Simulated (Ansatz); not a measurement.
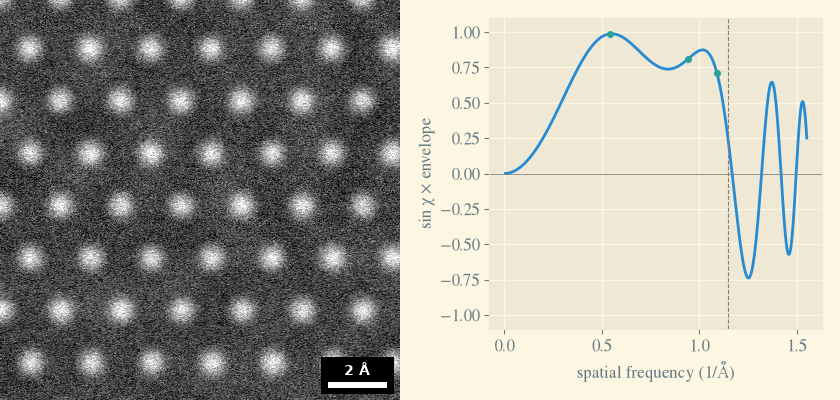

Phase-contrast TEM-like image of Mo (Pm-3m, No. 221) along [111]. Simulated in the weak-phase-object approximation with neutral-atom potentials: 300 kV, Cs = −40 µm, defocus +106 Å (negative is underfocus), defocus spread 8 Å, aperture 1.15 1/Å. Shot noise, a slight drift and the speckle of an amorphous layer were added. Atomic positions: the end point of a relaxation with DFT, r2SCAN, plane waves (500 eV) with PAW, scalar-relativistic in Ansatz; the starting structure was generated, so it need not be a known form of this composition.

The plot gives the contrast transfer function, the aperture (dashed) and the crystal's spatial frequencies that carry visible contrast (dots).

**What point resolution do these settings give, and which lattice spacings pass?**

About 0.9 Å (0.66 |Cs|^(1/4) λ^(3/4) with λ = 0.0197 Å). The spacings that carry visible contrast are {110} at 1.83 Å, {211} at 1.06 Å, {220} at 0.92 Å.

**Do the atom columns appear dark or bright, and why?**

Bright. With negative Cs and overfocus sin χ is positive over the pass band, so the strongest columns (Mo) come out brighter than the background.
